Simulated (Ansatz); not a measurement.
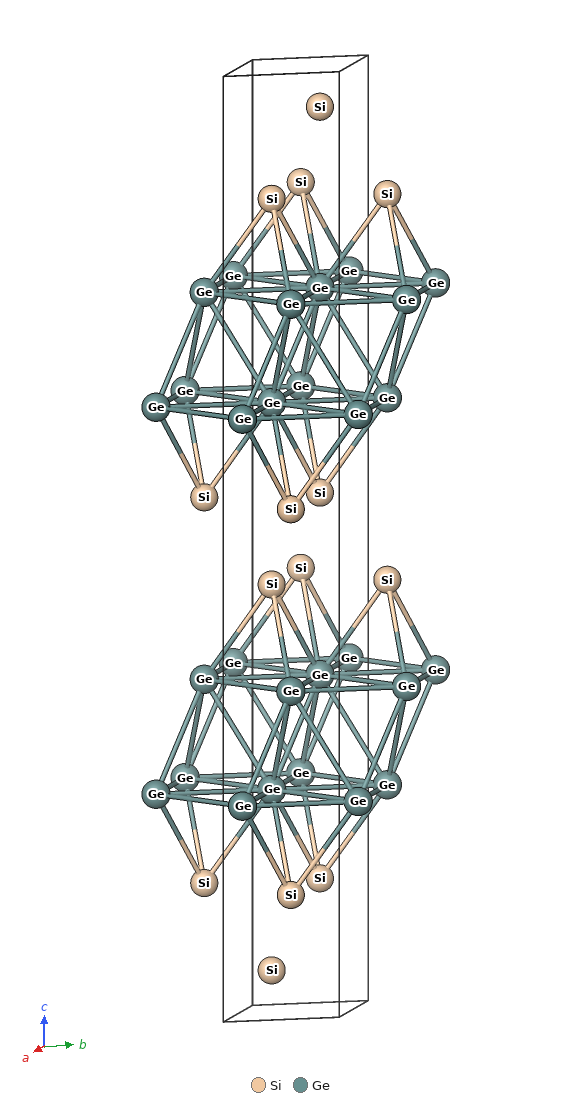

Structure drawing (ball-and-stick), viewed slightly off an axis. One conventional unit cell is framed, with atoms on its boundary repeated. Atoms of adjacent cells appear where they bond to atoms in the box. Cell: a = 2.89 Å, b = 2.89 Å, c = 22.94 Å, α = 90.00°, β = 90.00°, γ = 120.00°.

It goes back to a structure type filled with these elements by a generator (whether the compound takes this form wasn't checked). Earlier steps of the study, as a rule a relaxation of our own, may have changed the cell and positions, so they can lie some per cent off the listed ones. Ansatz was used for an electronic-structure calculation on it.

Q: Notes on the structure:

A: This is Si₃Ge₂. It is primitive hexagonal, space group P-3m1 (No. 164). Cell content: 6 Si, 4 Ge, that is 2 formula units. Ge bonds to nine Ge and three Si in a distorted anticuboctahedral arrangement (about 2.9 to 3.1 Å to Ge, 2.9 Å to Si). The bonds build SiGe layers parallel to (001); some Si atoms stand without bonds in the drawing.

Computational set-up: Ansatz 0.2.0, DFT PBE, scalar-relativistic, plane waves, PAW, E_cut = 420 eV, 12×12×2 k-mesh, Gaussian smearing of 0.1 eV, no spin polarisation.

Q: What does the calculation say: metal or gapped?

A: A metal: bands cross the Fermi level.

Q: What are the atomic charges by Bader's partition?

A: Si -0.02 e; Ge +0.03 e.

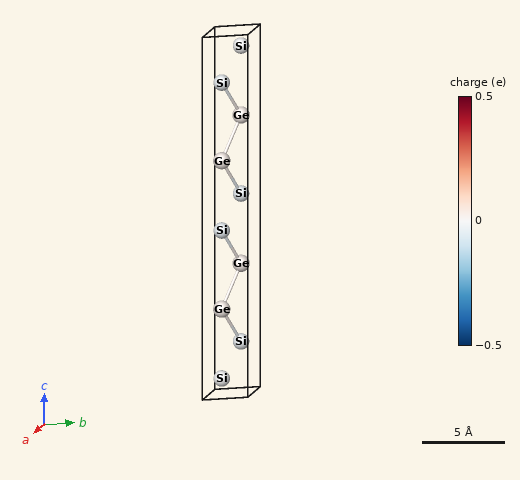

The atoms coloured by those charges. The run's cell of 10 atoms is drawn.

Q: Is this an equilibrium geometry for the method given?

A: Yes. All forces vanish to within 0.01 eV/Å. The pressure is 0.0 GPa, close to zero.
